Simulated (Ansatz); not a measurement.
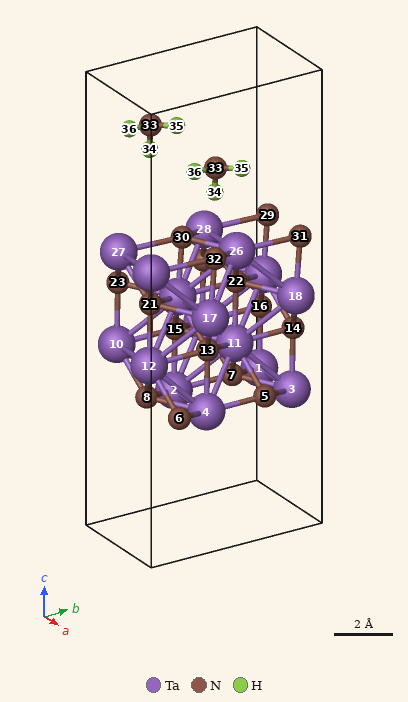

The structure as given in the input (ball-and-stick view of the cell of the calculation, with the vacuum cut short, seen slightly off an axis; atoms are numbered from 1 in the order of the input). An atom can appear more than once, as a periodic image.

Ta$_{16}$H$_{3}$N$_{17}$: geometry relaxation (part 1 of 4)

- system: Ta$_{16}$H$_{3}$N$_{17}$ (slab, 36 atoms in the cell)
- method: DFT PBE, scalar-relativistic, plane waves, PAW, no spin polarisation (Ansatz 0.2.0)

The structure derives from an entry of the Crystallography Open Database. The input holds or restrains some coordinates. Forces given for the steps count only the free coordinates. It belongs to a series of runs on one base structure; here: 1 NH3 a cell, tilted, over a top N site. Figures and captions count atoms from 1; the log counts them from 0 in places.

**Output**
```
Engine: ansatz 0.2.0, aarch64-unknown-linux-gnu
Pseudopotentials: kind: paw
Pseudopotential: Ta, paw, valence charge 13, recommended cutoff 420 eV (normal), Ta.paw.azcp
Pseudopotential: N, paw, valence charge 5, recommended cutoff 420 eV (normal), N.paw.azcp
Pseudopotential: H, paw, valence charge 1, recommended cutoff 420 eV (normal), H.paw.azcp
Functional definition: PBE
  parameter kappa = 0.804
  parameter beta = 0.06672455060314922
  exchange = pbe_x(kappa = kappa, mu = beta*pi^2/3)
  correlation = pbe_c(beta = beta)
Crystal: 36 atoms, lattice volume = 1147.700 Å³
Basis set: ecut = 420 eV, 22417 PW (Γ), exchange–correlation on 80×120×360 points (8 copies of the dense FFT grid, shifted against one another)
Bands: 184, of which v1, the nominal top of the filled ones, is band 148 counted from 1 (147 counted from 0)
Symmetry: 1 space group operations
Space group: P1 (ITA 1), of the structure as read, at distance tolerance 1.0e-4 Å
k-points: 7 of 12 (time reversal used)
Non-local potential: Ta, projectors of the file, l = 0: 3, l = 1: 2, l = 2: 2, l = 3: 1
Non-local potential: N, projectors of the file, l = 0: 2, l = 1: 2, l = 2: 1
Non-local potential: H, projectors of the file, l = 0: 2, l = 1: 1
PAW form: soft (Blöchl's): semilocal exchange-correlation on the pseudo side does not see the compensation charge
PAW one-centre angular grid: Ta, 590 points (default); XC on 64 Gauss nodes
PAW one-centre angular grid: N, 110 points (default); XC on 64 Gauss nodes
PAW one-centre angular grid: H, 110 points (default); XC on 64 Gauss nodes
Initial density: superposition of atomic densities (neutral atoms: chi_scale 0, normalization atom), corrected by the library's trained network
Initial wavefunctions: pseudopotential atomic-orbital guess
Functional: x = pbe(κ = 0.804, μ = 0.2195149727645171), c = pbe(β = 0.06672455060314922)
SCF iter   1: F=—  HF=-165511.964438 eV  |F-HF|=—  |Δ(HF+E_count)|=         —  Δρ=6.85e-3  dr2=5.15e0  ethr=1.77e-3  p=-0.170 e·Å  D=-2.68e-2 V/Å  ΔV_dip=0.68 eV  dr2_dipole=2.40e0  V_vac-E_F(+/−)=4.46/3.78 eV  ⟨swp⟩=8.6  Hψ=6801  notcnv=0  defer=15
efield: sawtooth ramp at fractional position 0.9869 (placed from the atoms, in the widest stretch of the axis that holds none; the zero of the levels goes with the place), width 0.0400; the density the first Hamiltonian is built on has a dipole p = -0.170 e·Å; the dipole correction subtracts the counter field D = -2.68e-2 V/Å, which shifts the + side's vacuum level by +0.68 eV against the − side's; the planar-averaged density in the ramp window peaks in size at 3.5e-5 e/Å³
preconditioner: auto → LDOS  [metal: Δε(μ)=0.008 eV  Ē_g=8.686 eV  σ=0.100 eV  W_gap=0.05  n_scr=182 (ndim 8)  ℏωp=14.2 eV  f_vac=0.591  D(μ)=20.13/eV (n_scr^D=114)  β→1.0]
SCF iter   2: F=—  HF=-165511.830384 eV  |F-HF|=—  |Δ(HF+E_count)|=   1.34e-1  Δρ=3.16e-3  dr2=4.63e-1  ethr=1.74e-3  p=-0.090 e·Å  D=-1.42e-2 V/Å  ΔV_dip=0.36 eV  dr2_dipole=1.21e-1  V_vac-E_F(+/−)=4.49/4.13 eV  ⟨swp⟩=2.0  Hψ=1616  notcnv=0  defer=165
SCF iter   3: F=—  HF=-165511.852760 eV  |F-HF|=—  |Δ(HF+E_count)|=   2.24e-2  Δρ=2.27e-3  dr2=1.28e-1  ethr=1.56e-4  p=-0.080 e·Å  D=-1.26e-2 V/Å  ΔV_dip=0.32 eV  dr2_dipole=1.35e-2  V_vac-E_F(+/−)=4.42/4.10 eV  ⟨swp⟩=2.3  Hψ=1759  notcnv=0  defer=185
SCF iter   4: F=—  HF=-165511.831268 eV  |F-HF|=—  |Δ(HF+E_count)|=   2.15e-2  Δρ=8.60e-4  dr2=2.36e-2  ethr=4.32e-5  p=-0.064 e·Å  D=-1.01e-2 V/Å  ΔV_dip=0.25 eV  dr2_dipole=5.26e-3  V_vac-E_F(+/−)=4.41/4.16 eV  ⟨swp⟩=3.0  Hψ=2510  notcnv=0  defer=155
SCF iter   5: F=—  HF=-165511.830373 eV  |F-HF|=—  |Δ(HF+E_count)|=   8.94e-4  Δρ=4.04e-4  dr2=5.94e-3  ethr=7.97e-6  p=-0.058 e·Å  D=-9.21e-3 V/Å  ΔV_dip=0.23 eV  dr2_dipole=1.20e-3  V_vac-E_F(+/−)=4.41/4.18 eV  ⟨swp⟩=3.0  Hψ=2021  notcnv=0  defer=155
SCF iter   6: F=—  HF=-165511.830592 eV  |F-HF|=—  |Δ(HF+E_count)|=   2.19e-4  Δρ=1.44e-4  dr2=5.10e-4  ethr=2.01e-6  p=-0.053 e·Å  D=-8.29e-3 V/Å  ΔV_dip=0.21 eV  dr2_dipole=8.38e-6  V_vac-E_F(+/−)=4.40/4.19 eV  ⟨swp⟩=2.0  Hψ=1699  notcnv=0  defer=155
SCF iter   7: F=—  HF=-165511.830771 eV  |F-HF|=—  |Δ(HF+E_count)|=   1.79e-4  Δρ=6.75e-5  dr2=7.67e-5  ethr=1.72e-7  p=-0.050 e·Å  D=-7.91e-3 V/Å  ΔV_dip=0.20 eV  dr2_dipole=3.80e-6  V_vac-E_F(+/−)=4.39/4.20 eV  ⟨swp⟩=2.9  Hψ=1719  notcnv=0  defer=155
SCF iter   8: F=-165511.830830 eV  HF=-165511.830818 eV  |F-HF|=1.21e-5  |Δ(HF+E_count)|=   4.71e-5  Δρ=3.08e-5  dr2=1.04e-5  ethr=1.35e-8  p=-0.050 e·Å  D=-7.85e-3 V/Å  ΔV_dip=0.20 eV  dr2_dipole=5.78e-7  V_vac-E_F(+/−)=4.40/4.20 eV  ⟨swp⟩=29.4  Hψ=16646  notcnv=0
SCF 1 converged in 8 iterations: F = -165511.830830 eV  dr2 = 1.04e-5
  greatest PAW one-centre occupation: 0.999 electrons in one spin orbital (limit 2), on the Ta atom at site 24 (counted from 0), in its partial waves of l = 0
relax step   1: F+E_penalty+E_count = -165511.83083018 eV  Δ(F+E_penalty+E_count) = +0.000e0 eV  max|allowed force component| = 8.508e-1 eV/Å  Δτ_max = 0.0000 Å  (8 SCF iters, dr2 threshold 4.00e-5 eV, accepted)
Initial density: handed on by an earlier stage of this run
Initial wavefunctions: those handed on with the density
iter 1 solved again at ethr=1.80e-5 eV; its pass at ethr=3.10e-3 eV (dr2=5.32e-2 eV) is discarded
SCF iter   1: F=—  HF=-165511.856570 eV  |F-HF|=—  |Δ(HF+E_count)|=         —  Δρ=3.89e-3  dr2=5.45e-2  ethr=1.80e-5  p=-0.050 e·Å  D=-7.85e-3 V/Å  ΔV_dip=0.20 eV  dr2_dipole=2.66e-4  V_vac-E_F(+/−)=4.40/4.20 eV  ⟨swp⟩=2.9  Hψ=4787  notcnv=0  defer=21
efield: sawtooth ramp at fractional position 0.9869 (handed on by an earlier solve), width 0.0400; the density the first Hamiltonian is built on has a dipole p = -0.050 e·Å; the dipole correction subtracts the counter field D = -7.85e-3 V/Å, which shifts the + side's vacuum level by +0.20 eV against the − side's; the planar-averaged density in the ramp window peaks in size at 3.6e-6 e/Å³
preconditioner: auto → LDOS  [metal: Δε(μ)=0.015 eV  Ē_g=8.708 eV  σ=0.100 eV  W_gap=0.09  n_scr=182 (ndim 8)  ℏωp=14.2 eV  f_vac=0.590  D(μ)=24.40/eV (n_scr^D=150)  β→1.0]
SCF iter   2: F=—  HF=-165511.867934 eV  |F-HF|=—  |Δ(HF+E_count)|=   1.14e-2  Δρ=7.60e-4  dr2=6.82e-3  ethr=1.80e-5  p=-0.013 e·Å  D=-1.99e-3 V/Å  ΔV_dip=0.05 eV  dr2_dipole=1.22e-5  V_vac-E_F(+/−)=4.25/4.20 eV  ⟨swp⟩=3.0  Hψ=2110  notcnv=0  defer=21
SCF iter   3: F=—  HF=-165511.868114 eV  |F-HF|=—  |Δ(HF+E_count)|=   1.80e-4  Δρ=8.71e-4  dr2=8.68e-3  ethr=2.31e-6  p=-0.018 e·Å  D=-2.84e-3 V/Å  ΔV_dip=0.07 eV  dr2_dipole=3.83e-6  V_vac-E_F(+/−)=4.27/4.20 eV  ⟨swp⟩=4.0  Hψ=2470  notcnv=0  defer=21
SCF iter   4: F=—  HF=-165511.865757 eV  |F-HF|=—  |Δ(HF+E_count)|=   2.36e-3  Δρ=6.81e-5  dr2=6.67e-5  ethr=2.31e-6  p=-0.016 e·Å  D=-2.59e-3 V/Å  ΔV_dip=0.07 eV  dr2_dipole=1.37e-6  V_vac-E_F(+/−)=4.26/4.20 eV  ⟨swp⟩=3.0  Hψ=2460  notcnv=0  defer=21
SCF iter   5: F=-165511.865748 eV  HF=-165511.865750 eV  |F-HF|=2.21e-6  |Δ(HF+E_count)|=   6.51e-6  Δρ=1.89e-5  dr2=8.25e-6  ethr=1.53e-8  p=-0.016 e·Å  D=-2.55e-3 V/Å  ΔV_dip=0.06 eV  dr2_dipole=1.51e-7  V_vac-E_F(+/−)=4.26/4.20 eV  ⟨swp⟩=25.4  Hψ=16475  notcnv=0
SCF 2 converged in 5 iterations: F = -165511.865748 eV  dr2 = 8.25e-6
[... from here on the iterations of each SCF are left out, up to the last one ...]
relax step   2: F+E_penalty+E_count = -165511.86574791 eV  Δ(F+E_penalty+E_count) = -3.492e-2 eV  max|allowed force component| = 8.430e-1 eV/Å  Δτ_max = 0.1911 Å  (5 SCF iters, dr2 threshold 4.52e-5 eV, accepted)
[... from here on the SCF iterations and repeated set-up lines of each step are left out, up to the last step ...]
SCF 3 converged in 5 iterations: F = -165511.860425 eV  dr2 = 4.80e-6
relax step   3: F+E_penalty+E_count = -165511.86042459 eV  Δ(F+E_penalty+E_count) = +5.323e-3 eV  max|allowed force component| = 1.187e0 eV/Å  Δτ_max = 0.1948 Å  (5 SCF iters, dr2 threshold 4.44e-5 eV, rejected (line search))
SCF 4 converged in 8 iterations: F = -165511.884082 eV  dr2 = 3.83e-8
relax step   4: F+E_penalty+E_count = -165511.88408169 eV  Δ(F+E_penalty+E_count) = -1.833e-2 eV  max|allowed force component| = 1.507e-1 eV/Å  Δτ_max = 0.0974 Å  (8 SCF iters, accepted)
SCF 5 converged in 8 iterations: F = -165511.890736 eV  dr2 = 4.27e-8
relax step   5: F+E_penalty+E_count = -165511.89073602 eV  Δ(F+E_penalty+E_count) = -6.654e-3 eV  max|allowed force component| = 5.953e-2 eV/Å  Δτ_max = 0.1000 Å  (8 SCF iters, accepted)
SCF 6 converged in 8 iterations: F = -165511.895071 eV  dr2 = 3.78e-8
relax step   6: F+E_penalty+E_count = -165511.89507148 eV  Δ(F+E_penalty+E_count) = -4.335e-3 eV  max|allowed force component| = 2.980e-2 eV/Å  Δτ_max = 0.1500 Å  (8 SCF iters, accepted)
SCF 7 converged in 8 iterations: F = -165511.890540 eV  dr2 = 2.74e-8
relax step   7: F+E_penalty+E_count = -165511.89054047 eV  Δ(F+E_penalty+E_count) = +4.531e-3 eV  max|allowed force component| = 6.666e-1 eV/Å  Δτ_max = 0.1951 Å  (8 SCF iters, rejected (line search))
SCF 8 converged in 7 iterations: F = -165511.897095 eV  dr2 = 3.64e-8
relax step   8: F+E_penalty+E_count = -165511.89709529 eV  Δ(F+E_penalty+E_count) = -2.024e-3 eV  max|allowed force component| = 1.681e-1 eV/Å  Δτ_max = 0.0951 Å  (7 SCF iters, accepted)
SCF 9 converged in 5 iterations: F = -165511.899677 eV  dr2 = 1.60e-6
relax step   9: F+E_penalty+E_count = -165511.89967696 eV  Δ(F+E_penalty+E_count) = -2.582e-3 eV  max|allowed force component| = 2.242e-1 eV/Å  Δτ_max = 0.0975 Å  (5 SCF iters, dr2 threshold 7.08e-6 eV, accepted)
SCF 10 converged in 5 iterations: F = -165511.902489 eV  dr2 = 2.69e-6
relax step  10: F+E_penalty+E_count = -165511.90248926 eV  Δ(F+E_penalty+E_count) = -2.812e-3 eV  max|allowed force component| = 3.466e-1 eV/Å  Δτ_max = 0.1462 Å  (5 SCF iters, dr2 threshold 5.02e-5 eV, accepted)
SCF 11 converged in 5 iterations: F = -165511.913297 eV  dr2 = 6.73e-6
relax step  11: F+E_penalty+E_count = -165511.91329714 eV  Δ(F+E_penalty+E_count) = -1.081e-2 eV  max|allowed force component| = 4.658e-2 eV/Å  Δτ_max = 0.2000 Å  (5 SCF iters, dr2 threshold 1.00e-4 eV, accepted)
SCF 12 converged in 5 iterations: F = -165511.913300 eV  dr2 = 1.25e-8
relax step  12: F+E_penalty+E_count = -165511.91330036 eV  Δ(F+E_penalty+E_count) = -3.216e-6 eV  max|allowed force component| = 4.736e-2 eV/Å  Δτ_max = 0.0000 Å  (5 SCF iters, accepted)
SCF 13 converged in 8 iterations: F = -165511.918342 eV  dr2 = 5.47e-8
relax step  13: F+E_penalty+E_count = -165511.91834234 eV  Δ(F+E_penalty+E_count) = -5.042e-3 eV  max|allowed force component| = 1.452e-1 eV/Å  Δτ_max = 0.2000 Å  (8 SCF iters, accepted)
SCF 14 converged in 5 iterations: F = -165511.908352 eV  dr2 = 1.05e-5
relax step  14: F+E_penalty+E_count = -165511.90835212 eV  Δ(F+E_penalty+E_count) = +9.990e-3 eV  max|allowed force component| = 6.545e-1 eV/Å  Δτ_max = 0.1982 Å  (5 SCF iters, dr2 threshold 2.11e-5 eV, rejected (line search))
SCF 15 converged in 7 iterations: F = -165511.923183 eV  dr2 = 8.02e-8
relax step  15: F+E_penalty+E_count = -165511.92318273 eV  Δ(F+E_penalty+E_count) = -4.840e-3 eV  max|allowed force component| = 3.980e-2 eV/Å  Δτ_max = 0.0991 Å  (7 SCF iters, accepted)
SCF 16 converged in 7 iterations: F = -165511.925966 eV  dr2 = 2.93e-8
relax step  16: F+E_penalty+E_count = -165511.92596629 eV  Δ(F+E_penalty+E_count) = -2.784e-3 eV  max|allowed force component| = 1.219e-1 eV/Å  Δτ_max = 0.0982 Å  (7 SCF iters, accepted)
SCF 17 converged in 9 iterations: F = -165511.927497 eV  dr2 = 8.77e-10
relax step  17: F+E_penalty+E_count = -165511.92749687 eV  Δ(F+E_penalty+E_count) = -1.531e-3 eV  max|allowed force component| = 3.074e-1 eV/Å  Δτ_max = 0.1490 Å  (9 SCF iters, accepted)
SCF 18 converged in 5 iterations: F = -165511.933564 eV  dr2 = 2.45e-6
relax step  18: F+E_penalty+E_count = -165511.93356434 eV  Δ(F+E_penalty+E_count) = -6.067e-3 eV  max|allowed force component| = 2.484e-1 eV/Å  Δτ_max = 0.1430 Å  (5 SCF iters, dr2 threshold 9.45e-5 eV, accepted)
SCF 19 converged in 6 iterations: F = -165511.944854 eV  dr2 = 6.88e-7
relax step  19: F+E_penalty+E_count = -165511.94485383 eV  Δ(F+E_penalty+E_count) = -1.129e-2 eV  max|allowed force component| = 1.140e-1 eV/Å  Δτ_max = 0.2000 Å  (6 SCF iters, dr2 threshold 4.03e-5 eV, accepted)
SCF 20 converged in 7 iterations: F = -165511.952930 eV  dr2 = 2.08e-7
relax step  20: F+E_penalty+E_count = -165511.95292985 eV  Δ(F+E_penalty+E_count) = -8.076e-3 eV  max|allowed force component| = 4.378e-1 eV/Å  Δτ_max = 0.1934 Å  (7 SCF iters, dr2 threshold 2.73e-6 eV, accepted)
SCF 21 converged in 5 iterations: F = -165511.974349 eV  dr2 = 1.01e-5
relax step  21: F+E_penalty+E_count = -165511.97434944 eV  Δ(F+E_penalty+E_count) = -2.142e-2 eV  max|allowed force component| = 3.504e-1 eV/Å  Δτ_max = 0.1928 Å  (5 SCF iters, dr2 threshold 4.04e-5 eV, accepted)
SCF 22 converged in 5 iterations: F = -165512.001584 eV  dr2 = 1.41e-5
relax step  22: F+E_penalty+E_count = -165512.00158391 eV  Δ(F+E_penalty+E_count) = -2.723e-2 eV  max|allowed force component| = 2.168e-1 eV/Å  Δτ_max = 0.1976 Å  (5 SCF iters, dr2 threshold 7.86e-5 eV, accepted)
SCF 23 converged in 6 iterations: F = -165512.035974 eV  dr2 = 3.04e-6
relax step  23: F+E_penalty+E_count = -165512.03597411 eV  Δ(F+E_penalty+E_count) = -3.439e-2 eV  max|allowed force component| = 2.574e-1 eV/Å  Δτ_max = 0.1967 Å  (6 SCF iters, dr2 threshold 1.80e-5 eV, accepted)
SCF 24 converged in 5 iterations: F = -165512.080599 eV  dr2 = 1.96e-5
relax step  24: F+E_penalty+E_count = -165512.08059902 eV  Δ(F+E_penalty+E_count) = -4.462e-2 eV  max|allowed force component| = 2.674e-1 eV/Å  Δτ_max = 0.1951 Å  (5 SCF iters, dr2 threshold 2.54e-5 eV, accepted)
SCF 25 converged in 5 iterations: F = -165512.139453 eV  dr2 = 2.62e-5
relax step  25: F+E_penalty+E_count = -165512.13945280 eV  Δ(F+E_penalty+E_count) = -5.885e-2 eV  max|allowed force component| = 2.858e-1 eV/Å  Δτ_max = 0.1951 Å  (5 SCF iters, dr2 threshold 7.15e-5 eV, accepted)
SCF 26 converged in 5 iterations: F = -165512.220906 eV  dr2 = 3.70e-5
relax step  26: F+E_penalty+E_count = -165512.22090567 eV  Δ(F+E_penalty+E_count) = -8.145e-2 eV  max|allowed force component| = 2.871e-1 eV/Å  Δτ_max = 0.1951 Å  (5 SCF iters, dr2 threshold 8.17e-5 eV, accepted)
SCF 27 converged in 6 iterations: F = -165512.327953 eV  dr2 = 8.58e-6
relax step  27: F+E_penalty+E_count = -165512.32795335 eV  Δ(F+E_penalty+E_count) = -1.070e-1 eV  max|allowed force component| = 3.001e-1 eV/Å  Δτ_max = 0.1951 Å  (6 SCF iters, dr2 threshold 8.24e-5 eV, accepted)
SCF 28 converged in 5 iterations: F = -165512.453704 eV  dr2 = 4.87e-5
relax step  28: F+E_penalty+E_count = -165512.45370376 eV  Δ(F+E_penalty+E_count) = -1.258e-1 eV  max|allowed force component| = 3.011e-1 eV/Å  Δτ_max = 0.1910 Å  (5 SCF iters, dr2 threshold 9.01e-5 eV, accepted)
SCF 29 converged in 5 iterations: F = -165512.580270 eV  dr2 = 5.48e-5
relax step  29: F+E_penalty+E_count = -165512.58026977 eV  Δ(F+E_penalty+E_count) = -1.266e-1 eV  max|allowed force component| = 2.919e-1 eV/Å  Δτ_max = 0.1961 Å  (5 SCF iters, dr2 threshold 9.07e-5 eV, accepted)
SCF 30 converged in 5 iterations: F = -165512.679326 eV  dr2 = 6.06e-5
relax step  30: F+E_penalty+E_count = -165512.67932623 eV  Δ(F+E_penalty+E_count) = -9.906e-2 eV  max|allowed force component| = 2.008e-1 eV/Å  Δτ_max = 0.1947 Å  (5 SCF iters, dr2 threshold 8.00e-5 eV, accepted)
SCF 31 converged in 6 iterations: F = -165512.748534 eV  dr2 = 8.36e-6
relax step  31: F+E_penalty+E_count = -165512.74853402 eV  Δ(F+E_penalty+E_count) = -6.921e-2 eV  max|allowed force component| = 2.745e-1 eV/Å  Δτ_max = 0.1907 Å  (6 SCF iters, dr2 threshold 1.91e-5 eV, accepted)
SCF 32 converged in 6 iterations: F = -165512.809911 eV  dr2 = 3.85e-6
relax step  32: F+E_penalty+E_count = -165512.80991074 eV  Δ(F+E_penalty+E_count) = -6.138e-2 eV  max|allowed force component| = 1.534e-1 eV/Å  Δτ_max = 0.2000 Å  (6 SCF iters, dr2 threshold 3.56e-5 eV, accepted)
SCF 33 converged in 6 iterations: F = -165512.848256 eV  dr2 = 2.80e-6
relax step  33: F+E_penalty+E_count = -165512.84825640 eV  Δ(F+E_penalty+E_count) = -3.835e-2 eV  max|allowed force component| = 9.171e-2 eV/Å  Δτ_max = 0.2000 Å  (6 SCF iters, dr2 threshold 7.36e-6 eV, accepted)
SCF 34 converged in 6 iterations: F = -165512.869472 eV  dr2 = 2.59e-6
relax step  34: F+E_penalty+E_count = -165512.86947218 eV  Δ(F+E_penalty+E_count) = -2.122e-2 eV  max|allowed force component| = 1.092e-1 eV/Å  Δτ_max = 0.2000 Å  (6 SCF iters, dr2 threshold 2.63e-6 eV, accepted)
SCF 35 converged in 6 iterations: F = -165512.878815 eV  dr2 = 3.67e-6
```
